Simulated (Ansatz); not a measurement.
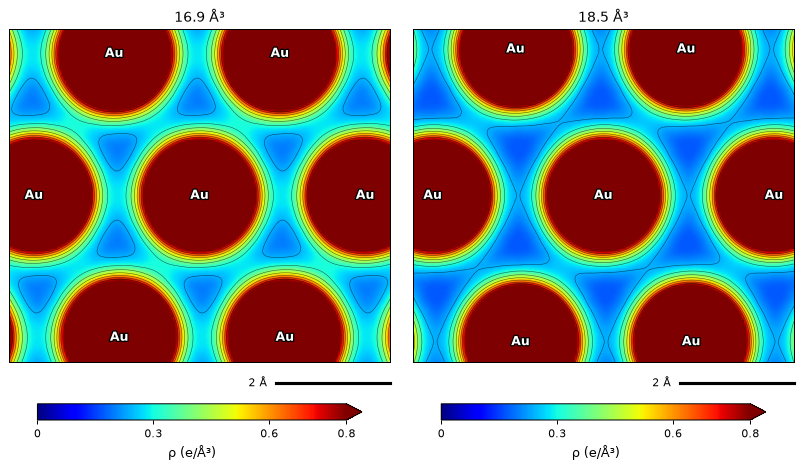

Au. The valence pseudo-density of cells scaled evenly to different volumes (given per atom above each panel), on the (111) plane of each (indices in the axes of the cell below), at one length scale and on one colour scale.

Computed without spin polarisation.

Method: DFT PBE, scalar-relativistic, plane waves, PAW in Ansatz.

The density is the valence pseudo-density of a PAW calculation; it isn't the true density close to the nuclei.

The largest cell:

```
Au
1.0
     0.00000    2.07904    2.14141
     2.07904    0.00000    2.14141
     2.07904    2.07904    0.00000
Au
1
Direct
  0.00000 0.00000 0.00000
```

| volume (Å³/atom) | Au–Au contact in the plane (Å) | ρ at its midpoint (e/Å³) | pressure (GPa) | 
| --- | --- | --- | --- |
| 16.91 | 2.852 | 0.304 | 10.2 | 
| 17.70 | 2.896 | ? | ? | 
| 18.51 | 2.940 | 0.258 | −3.8 | 

> Estimate the missing row, and compare with the calculation.

Over the known rows ln ρ falls by 1.86 per Å of Au–Au distance (the line through the two), which gives 0.280 e/Å³ at 2.896 Å; the calculation gives 0.280 e/Å³. For the pressure, a straight line in volume between the neighbouring rows gives 3.3 GPa; the calculation gives 2.2, lower because pressure rises ever faster on compression.
